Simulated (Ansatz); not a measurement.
# Geometry relaxation of InP (part 1 of 3)

System: InP (slab, 18 atoms in the cell).
Method: DFT PBEsol, scalar-relativistic, plane waves, PAW, no spin polarisation (Ansatz 0.2.0).

The structure derives from an entry of the Crystallography Open Database. The input holds or restrains some coordinates. Forces given for the steps count only the free coordinates. It belongs to a series of runs on one base structure; here: clean surface, atoms relaxed. Figures and captions count atoms from 1; the log counts them from 0 in places.

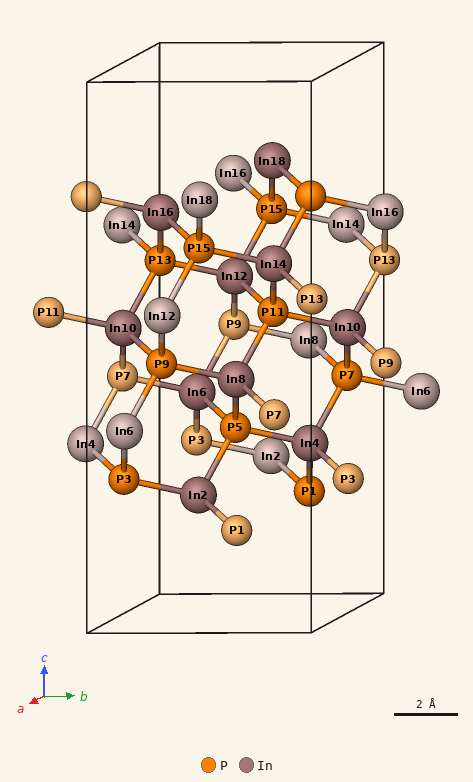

**Figure 1.** The starting structure (ball-and-stick view of the cell of the calculation, with the vacuum cut short, seen slightly off an axis; neighbours outside the cell are drawn fainter; atoms are numbered from 1 in the order of the input). An atom can appear more than once, as a periodic image.

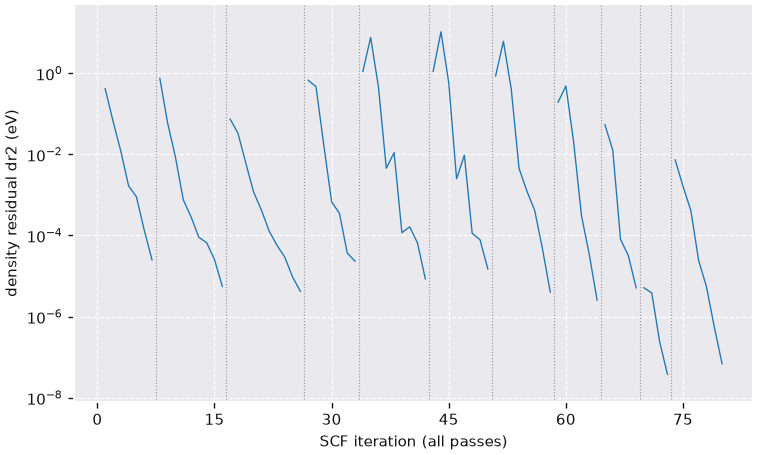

**Figure 2.** Convergence of the self-consistent field: density residual dr2 against the SCF iteration. The dotted lines part the SCF passes of the relaxation: geometry steps, rejected trials and re-solves on a re-selected basis. The 11 passes take 4 to 10 iterations each, 80 in all.

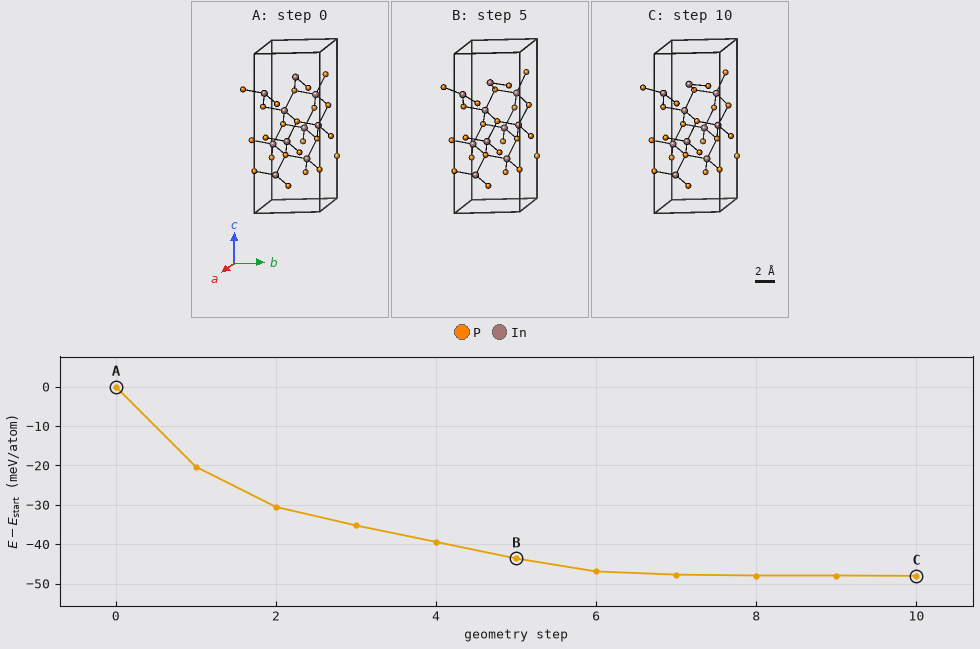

**Figure 3.** Frames of the restrained relaxation (ball-and-stick view of the cell of the calculation, with the vacuum cut short (origin shifted), with bonded neighbours outside it, seen slightly off an axis) above the curves, on which the letters mark them (the first geometry is step 0 here and step 1 in the log).

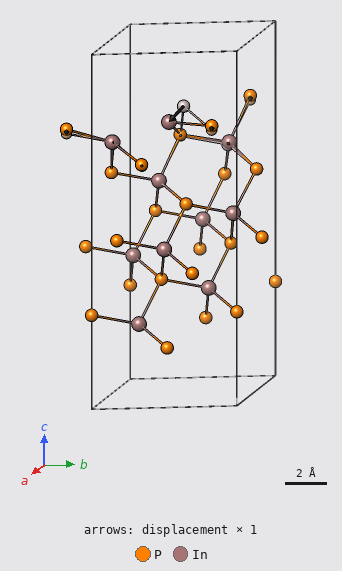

**Figure 4.** Start (faint) and end (solid) with the displacements as black arrows, at true length (ball-and-stick view of the cell of the calculation, with the vacuum cut short (origin shifted), with bonded neighbours outside it, seen slightly off an axis). The largest move is that of In18, 1.16 Å. Largest moves by element: In 1.16 Å, P 0.28 Å. The lattice vectors keep their values. Distances before and after: P11–In14 2.538 → 2.618 Å, P15–In18 2.538 → 2.613 Å, In14–P15 2.538 → 2.605 Å, P15–In16 2.538 → 2.581 Å. Among the angles that change: In14–P17–In18 109.5° → 81.3°, In12–P15–In18 109.5° → 86.0°, In14–P15–In18 109.5° → 123.3°. The energy falls by 48.0 meV per atom in 10 geometry steps. The largest force component goes from 0.6 to 0.026 eV/Å. (Atoms are counted from 1 in the order of the input.)

The input and output of the run follow.

### The input
```yaml
crystal:
  lattice:
    - [5.861, 0.0, 0.0]
    - [-2.9305, 6.55279721, 0.0]
    - [0.0, 0.0, 29.1397554432]
  atoms:
    - { symbol: P, position: [0.1, 0.7, 0.3088564013] }
    - { symbol: In, position: [0.7, 0.4, 0.3313438911] }
    - { symbol: P, position: [0.8, 0.1, 0.353831371] }
    - { symbol: In, position: [0.4, 0.8, 0.3763188508] }
    - { symbol: P, position: [0.5, 0.5, 0.3988063307] }
    - { symbol: In, position: [0.1, 0.2, 0.4212938105] }
    - { symbol: P, position: [0.2, 0.9, 0.4437813004] }
    - { symbol: In, position: [0.8, 0.6, 0.4662687802] }
    - { symbol: P, position: [0.9, 0.3, 0.4887562601] }
    - { symbol: In, position: [0.5, 0.0, 0.5112437399] }
    - { symbol: P, position: [0.6, 0.7, 0.5337312198] }
    - { symbol: In, position: [0.2, 0.4, 0.5562186996] }
    - { symbol: P, position: [0.3, 0.1, 0.5787061895] }
    - { symbol: In, position: [0.9, 0.8, 0.6011936693] }
    - { symbol: P, position: [0.0, 0.5, 0.6236811492] }
    - { symbol: In, position: [0.6, 0.2, 0.646168629] }
    - { symbol: P, position: [0.7, 0.9, 0.6686561089] }
    - { symbol: In, position: [0.3, 0.6, 0.6911435987] }
basis:
  ecutwfc: 420.0
  fft_grid_basis: typed
kpoints:
  mp_grid: { grid: [5, 4, 1] }
hamiltonian:
  xc: pbesol
  pseudopotentials: { kind: paw }
scf:
  occupations: { method: gaussian, width: 0.05 }
output:
  forces: true
  eigenvalues: true
efield:
  axis: 3
  dipole_correction: true
  ramp_width: 0.04
relax:
  adjacent_minimum: "off"
  f_tol: 0.04
  max_steps: 40
  constraints: [{ sites: [0, 1, 2, 3, 4, 5, 6, 7, 8] }]
```

Launched with:
```bash
ansatz run input.yaml --threads 2 --pin off --max-ram 4423MiB --backend cpu --events-out ev --progress --plain --runs-dir out
```

### What the program printed
```
Engine: ansatz 0.2.0, aarch64-unknown-linux-gnu
Pseudopotentials: kind: paw
Pseudopotential: P, paw, valence charge 5, recommended cutoff 420 eV (normal), P.paw.azcp
Pseudopotential: In, paw, valence charge 13, recommended cutoff 420 eV (normal), In.paw.azcp
Functional definition: PBEsol
  exchange = pbesol_x
  correlation = pbesol_c
Crystal: 18 atoms, lattice volume = 1119.140 Å³
Basis set: ecut = 420 eV, 21793 PW (Γ), exchange–correlation on 80×96×400 points (8 copies of the dense FFT grid, shifted against one another)
Bands: 99, of which v1, the nominal top of the filled ones, is band 81 counted from 1 (80 counted from 0)
Symmetry: 1 space group operations
Space group: P1 (ITA 1), of the structure as read, at distance tolerance 1.0e-4 Å
k-points: 11 of 20 (time reversal used)
Non-local potential: P, projectors of the file, l = 0: 2, l = 1: 2, l = 2: 2
Non-local potential: In, projectors of the file, l = 0: 2, l = 1: 2, l = 2: 2, l = 3: 2
PAW form: soft (Blöchl's): semilocal exchange-correlation on the pseudo side does not see the compensation charge
PAW frozen core: P, regenerated for the run's functional, and the local potential with it (the file was generated under x = pbe(κ = 0.804, μ = 0.2195149727645171), c = pbe(β = 0.06672455060314922))
PAW frozen core: In, regenerated for the run's functional, and the local potential with it (the file was generated under x = pbe(κ = 0.804, μ = 0.2195149727645171), c = pbe(β = 0.06672455060314922))
PAW one-centre angular grid: P, 110 points (default); XC on 64 Gauss nodes
PAW one-centre angular grid: In, 590 points (default); XC on 64 Gauss nodes
Initial density: superposition of atomic densities (neutral atoms: chi_scale 0, normalization atom), corrected by the library's trained network
Initial wavefunctions: pseudopotential atomic-orbital guess
Functional: x = pbesol(κ = 0.804, μ = 0.12345679012345678), c = pbesol(β = 0.046)
SCF iter   1: F=—  HF=-56385.795181 eV  |F-HF|=—  |Δ(HF+E_count)|=         —  Δρ=3.54e-3  dr2=4.15e-1  ethr=1.77e-3  p=0.138 e·Å  D=2.24e-2 V/Å  ΔV_dip=-0.65 eV  dr2_dipole=1.31e-1  V_vac-E_F(+/−)=4.52/5.17 eV  ⟨swp⟩=8.2  Hψ=4865  notcnv=0  defer=71
efield: sawtooth ramp at fractional position 0.9800 (placed from the atoms, in the widest stretch of the axis that holds none; the zero of the levels goes with the place), width 0.0400; the density the first Hamiltonian is built on has a dipole p = 0.138 e·Å; the dipole correction subtracts the counter field D = 2.24e-2 V/Å, which shifts the + side's vacuum level by -0.65 eV against the − side's; the planar-averaged density in the ramp window peaks in size at 9.9e-7 e/Å³
preconditioner: auto → LDOS  [metal: Δε(μ)=0.052 eV  Ē_g=12.681 eV  σ=0.050 eV  W_gap=0.50  n_scr=150 (ndim 8)  ℏωp=14.1 eV  f_vac=0.538  D(μ)=10.00/eV (n_scr^D=44)  β→1.0]
SCF iter   2: F=—  HF=-56385.753251 eV  |F-HF|=—  |Δ(HF+E_count)|=   4.19e-2  Δρ=1.92e-3  dr2=6.64e-2  ethr=2.56e-4  p=0.136 e·Å  D=2.20e-2 V/Å  ΔV_dip=-0.64 eV  dr2_dipole=1.24e-2  V_vac-E_F(+/−)=4.54/5.18 eV  ⟨swp⟩=3.6  Hψ=2473  notcnv=0  defer=124
SCF iter   3: F=—  HF=-56385.743083 eV  |F-HF|=—  |Δ(HF+E_count)|=   1.02e-2  Δρ=7.98e-4  dr2=1.20e-2  ethr=4.10e-5  p=0.137 e·Å  D=2.22e-2 V/Å  ΔV_dip=-0.65 eV  dr2_dipole=1.69e-3  V_vac-E_F(+/−)=4.54/5.18 eV  ⟨swp⟩=2.1  Hψ=1931  notcnv=0  defer=124
SCF iter   4: F=—  HF=-56385.739876 eV  |F-HF|=—  |Δ(HF+E_count)|=   3.21e-3  Δρ=2.18e-4  dr2=1.67e-3  ethr=7.41e-6  p=0.140 e·Å  D=2.27e-2 V/Å  ΔV_dip=-0.66 eV  dr2_dipole=4.28e-4  V_vac-E_F(+/−)=4.53/5.19 eV  ⟨swp⟩=2.0  Hψ=1847  notcnv=0  defer=124
SCF iter   5: F=—  HF=-56385.739868 eV  |F-HF|=—  |Δ(HF+E_count)|=   8.14e-6  Δρ=1.29e-4  dr2=8.98e-4  ethr=1.03e-6  p=0.142 e·Å  D=2.30e-2 V/Å  ΔV_dip=-0.67 eV  dr2_dipole=2.92e-4  V_vac-E_F(+/−)=4.52/5.19 eV  ⟨swp⟩=2.8  Hψ=1998  notcnv=0  defer=124
SCF iter   6: F=—  HF=-56385.739829 eV  |F-HF|=—  |Δ(HF+E_count)|=   3.89e-5  Δρ=5.14e-5  dr2=1.35e-4  ethr=5.54e-7  p=0.143 e·Å  D=2.32e-2 V/Å  ΔV_dip=-0.67 eV  dr2_dipole=4.53e-5  V_vac-E_F(+/−)=4.52/5.20 eV  ⟨swp⟩=1.9  Hψ=1505  notcnv=0  defer=124
SCF iter   7: F=-56385.739803 eV  HF=-56385.739829 eV  |F-HF|=2.60e-5  |Δ(HF+E_count)|=   6.45e-7  Δρ=2.57e-5  dr2=2.49e-5  ethr=2.47e-8  p=0.144 e·Å  D=2.33e-2 V/Å  ΔV_dip=-0.68 eV  dr2_dipole=5.92e-6  V_vac-E_F(+/−)=4.52/5.20 eV  ⟨swp⟩=16.3  Hψ=7339  notcnv=0
SCF 1 converged in 7 iterations: F = -56385.739803 eV  dr2 = 2.49e-5
  greatest PAW one-centre occupation: 0.983 electrons in one spin orbital (limit 2), on the In atom at site 17 (counted from 0), in its partial waves of l = 2
relax step   1: F+E_penalty+E_count = -56385.73980325 eV  Δ(F+E_penalty+E_count) = +0.000e0 eV  max|allowed force component| = 5.964e-1 eV/Å  Δτ_max = 0.0000 Å  (7 SCF iters, dr2 threshold 4.00e-5 eV, accepted)
Initial density: handed on by an earlier stage of this run
Initial wavefunctions: those handed on with the density
iter 1 solved again at ethr=4.73e-4 eV; its pass at ethr=3.10e-3 eV (dr2=7.67e-1 eV) is discarded
SCF iter   1: F=—  HF=-56386.134321 eV  |F-HF|=—  |Δ(HF+E_count)|=         —  Δρ=3.13e-3  dr2=7.44e-1  ethr=4.73e-4  p=0.144 e·Å  D=2.33e-2 V/Å  ΔV_dip=-0.68 eV  dr2_dipole=4.02e-1  V_vac-E_F(+/−)=4.50/5.18 eV  ⟨swp⟩=1.3  Hψ=4106  notcnv=0  defer=120
efield: sawtooth ramp at fractional position 0.9800 (handed on by an earlier solve), width 0.0400; the density the first Hamiltonian is built on has a dipole p = 0.144 e·Å; the dipole correction subtracts the counter field D = 2.33e-2 V/Å, which shifts the + side's vacuum level by -0.68 eV against the − side's; the planar-averaged density in the ramp window peaks in size at 6.8e-8 e/Å³
preconditioner: auto → LDOS  [metal: Δε(μ)=0.041 eV  Ē_g=12.704 eV  σ=0.050 eV  W_gap=0.42  n_scr=150 (ndim 8)  ℏωp=14.1 eV  f_vac=0.539  D(μ)=14.85/eV (n_scr^D=72)  β→1.0]
SCF iter   2: F=—  HF=-56386.111414 eV  |F-HF|=—  |Δ(HF+E_count)|=   2.29e-2  Δρ=1.20e-3  dr2=5.91e-2  ethr=4.59e-4  p=0.157 e·Å  D=2.54e-2 V/Å  ΔV_dip=-0.74 eV  dr2_dipole=2.32e-2  V_vac-E_F(+/−)=4.47/5.21 eV  ⟨swp⟩=2.1  Hψ=1278  notcnv=0  defer=120
SCF iter   3: F=—  HF=-56386.108253 eV  |F-HF|=—  |Δ(HF+E_count)|=   3.16e-3  Δρ=6.11e-4  dr2=8.50e-3  ethr=3.65e-5  p=0.154 e·Å  D=2.49e-2 V/Å  ΔV_dip=-0.73 eV  dr2_dipole=3.23e-5  V_vac-E_F(+/−)=4.48/5.20 eV  ⟨swp⟩=2.4  Hψ=1941  notcnv=0  defer=120
SCF iter   4: F=—  HF=-56386.105803 eV  |F-HF|=—  |Δ(HF+E_count)|=   2.45e-3  Δρ=1.49e-4  dr2=7.59e-4  ethr=5.25e-6  p=0.155 e·Å  D=2.51e-2 V/Å  ΔV_dip=-0.73 eV  dr2_dipole=1.08e-4  V_vac-E_F(+/−)=4.47/5.20 eV  ⟨swp⟩=2.3  Hψ=2018  notcnv=0  defer=120
SCF iter   5: F=—  HF=-56386.105844 eV  |F-HF|=—  |Δ(HF+E_count)|=   4.05e-5  Δρ=9.72e-5  dr2=2.87e-4  ethr=4.69e-7  p=0.155 e·Å  D=2.51e-2 V/Å  ΔV_dip=-0.73 eV  dr2_dipole=1.03e-5  V_vac-E_F(+/−)=4.47/5.20 eV  ⟨swp⟩=2.7  Hψ=1939  notcnv=0  defer=120
SCF iter   6: F=—  HF=-56386.105806 eV  |F-HF|=—  |Δ(HF+E_count)|=   3.75e-5  Δρ=5.12e-5  dr2=8.99e-5  ethr=1.77e-7  p=0.156 e·Å  D=2.52e-2 V/Å  ΔV_dip=-0.73 eV  dr2_dipole=5.13e-7  V_vac-E_F(+/−)=4.47/5.20 eV  ⟨swp⟩=2.0  Hψ=1863  notcnv=0  defer=120
SCF iter   7: F=—  HF=-56386.105797 eV  |F-HF|=—  |Δ(HF+E_count)|=   9.35e-6  Δρ=3.27e-5  dr2=6.60e-5  ethr=5.55e-8  p=0.156 e·Å  D=2.52e-2 V/Å  ΔV_dip=-0.73 eV  dr2_dipole=2.02e-5  V_vac-E_F(+/−)=4.47/5.20 eV  ⟨swp⟩=2.1  Hψ=1359  notcnv=0  defer=120
SCF iter   8: F=—  HF=-56386.105791 eV  |F-HF|=—  |Δ(HF+E_count)|=   6.36e-6  Δρ=1.85e-5  dr2=2.55e-5  ethr=4.08e-8  p=0.156 e·Å  D=2.52e-2 V/Å  ΔV_dip=-0.73 eV  dr2_dipole=9.17e-6  V_vac-E_F(+/−)=4.47/5.20 eV  ⟨swp⟩=2.2  Hψ=1227  notcnv=0  defer=120
SCF iter   9: F=-56386.105785 eV  HF=-56386.105790 eV  |F-HF|=4.23e-6  |Δ(HF+E_count)|=   1.01e-6  Δρ=1.14e-5  dr2=5.54e-6  ethr=1.37e-8  p=0.156 e·Å  D=2.52e-2 V/Å  ΔV_dip=-0.73 eV  dr2_dipole=2.33e-8  V_vac-E_F(+/−)=4.47/5.20 eV  ⟨swp⟩=16.1  Hψ=5664  notcnv=0
SCF 2 converged in 9 iterations: F = -56386.105785 eV  dr2 = 5.54e-6
[... from here on the iterations of each SCF are left out, up to the last one ...]
relax step   2: F+E_penalty+E_count = -56386.10578547 eV  Δ(F+E_penalty+E_count) = -3.660e-1 eV  max|allowed force component| = 3.602e-1 eV/Å  Δτ_max = 0.1949 Å  (9 SCF iters, dr2 threshold 2.22e-5 eV, accepted)
efield: sawtooth ramp at fractional position 0.9800 (handed on by an earlier solve), width 0.0400; the density the first Hamiltonian is built on has a dipole p = 0.156 e·Å; the dipole correction subtracts the counter field D = 2.52e-2 V/Å, which shifts the + side's vacuum level by -0.73 eV against the − side's; the planar-averaged density in the ramp window peaks in size at 4.3e-8 e/Å³
preconditioner: auto → LDOS  [metal: Δε(μ)=0.023 eV  Ē_g=12.699 eV  σ=0.050 eV  W_gap=0.25  n_scr=150 (ndim 8)  ℏωp=14.1 eV  f_vac=0.540  D(μ)=13.23/eV (n_scr^D=70)  β→1.0]
SCF 3 converged in 10 iterations: F = -56386.289103 eV  dr2 = 4.18e-6
relax step   3: F+E_penalty+E_count = -56386.28910293 eV  Δ(F+E_penalty+E_count) = -1.833e-1 eV  max|allowed force component| = 2.737e-1 eV/Å  Δτ_max = 0.1972 Å  (10 SCF iters, dr2 threshold 8.11e-6 eV, accepted)
efield: sawtooth ramp at fractional position 0.9800 (handed on by an earlier solve), width 0.0400; the density the first Hamiltonian is built on has a dipole p = 0.158 e·Å; the dipole correction subtracts the counter field D = 2.55e-2 V/Å, which shifts the + side's vacuum level by -0.74 eV against the − side's; the planar-averaged density in the ramp window peaks in size at 4.6e-8 e/Å³
preconditioner: auto → LDOS  [insulator: Δε(μ)=0.064 eV  Ē_g=12.698 eV  σ=0.050 eV  W_gap=0.61  n_scr=150 (ndim 8)  ℏωp=14.1 eV  f_vac=0.542  D(μ)=7.62/eV (n_scr^D=20)  ε∞_Penn≈2.2  β→1.0]
SCF 4 converged in 7 iterations: F = -56386.373755 eV  dr2 = 2.32e-5
```
